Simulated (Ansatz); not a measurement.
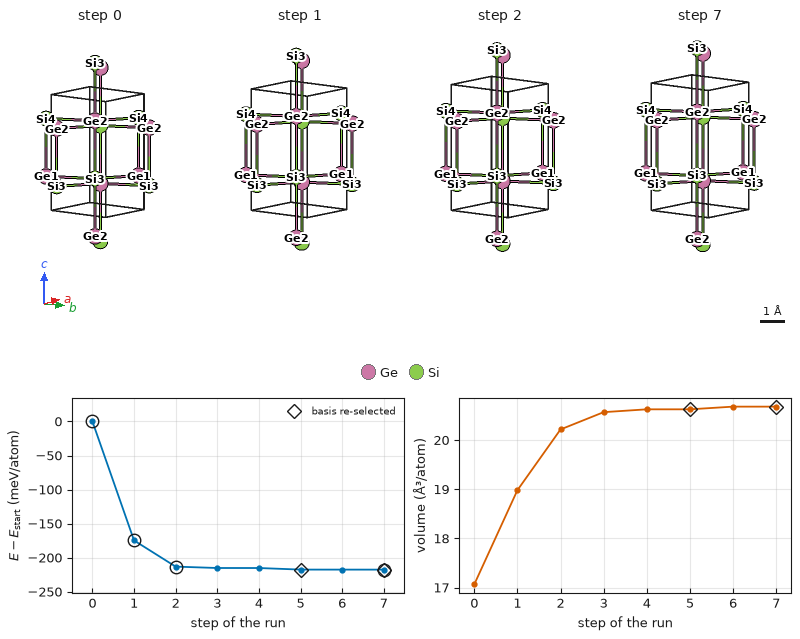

Frames of a relaxation of solid SiGe (built on the h-MgO (five-fold) type), marked on the history of the run. The picture is a ball-and-stick view of the cell of the calculation, seen from a free direction.

These are results of DFT, PBEsol, plane waves, PAW (Ansatz 0.2.0), not measurements. Set-up: plane-wave cutoff 420 eV; k-point mesh 6 × 6 × 4; occupations fermi dirac; smearing width 0.03 eV; no spin polarisation; cell and atoms relaxed; force threshold 0.01 eV/Å; at most 120 steps.

Describe the path.

The energy falls by 217 meV per atom in 5 accepted moves (7 points after the start). All forces vanish by symmetry, so only the cell relaxes. Pressure: 21.75 GPa at the start and 0.01 GPa at the end. At 2 points the geometry stayed and the basis and grid were re-selected for the new cell (energy shift of 2.3 meV per atom at most each time). The atoms keep their places relative to the cell (all moves are under 0.005 Å). The drawn cell changes as follows: a = b 3.980 → 4.179 Å (+5.0 %), c 4.975 → 5.469 Å (+9.9 %); the volume changes by +21.2 %. Among the contacts that change: Ge1–Si4 2.488 → 2.734 Å, Ge1–Si3 2.298 → 2.413 Å. The space group stays P6_3/mmc (No. 194). Cost: 19 s on 2 threads of Intel(R) Xeon(R) Processor @ 2.50GHz (Skylake/Cascade Lake), on a shared host, peak memory 0.41 GiB. From step 0 to 1: volume +11.2 %, energy −175 meV per atom. From step 1 to 2: volume +6.5 %, energy −38.4 meV per atom. From step 2 to 7: volume +2.3 %, energy −4.4 meV per atom.

```json
{"step": "0", "E − E(0), meV/atom": "0.00", "pressure, GPa": "21.75", "volume, Å³/atom": "17.065", "note": ""}
{"step": "1", "E − E(0), meV/atom": "-174.67", "pressure, GPa": "7.50", "volume, Å³/atom": "18.981", "note": ""}
{"step": "2", "E − E(0), meV/atom": "-213.07", "pressure, GPa": "1.60", "volume, Å³/atom": "20.218", "note": ""}
{"step": "3", "E − E(0), meV/atom": "-215.10", "pressure, GPa": "0.21", "volume, Å³/atom": "20.570", "note": ""}
{"step": "4", "E − E(0), meV/atom": "-215.13", "pressure, GPa": "0.00", "volume, Å³/atom": "20.627", "note": ""}
{"step": "5", "E − E(0), meV/atom": "-217.44", "pressure, GPa": "0.20", "volume, Å³/atom": "20.627", "note": "same geometry, new basis"}
{"step": "6", "E − E(0), meV/atom": "-217.47", "pressure, GPa": "0.01", "volume, Å³/atom": "20.682", "note": ""}
{"step": "7", "E − E(0), meV/atom": "-217.48", "pressure, GPa": "0.01", "volume, Å³/atom": "20.682", "note": "same geometry, new basis"}
```
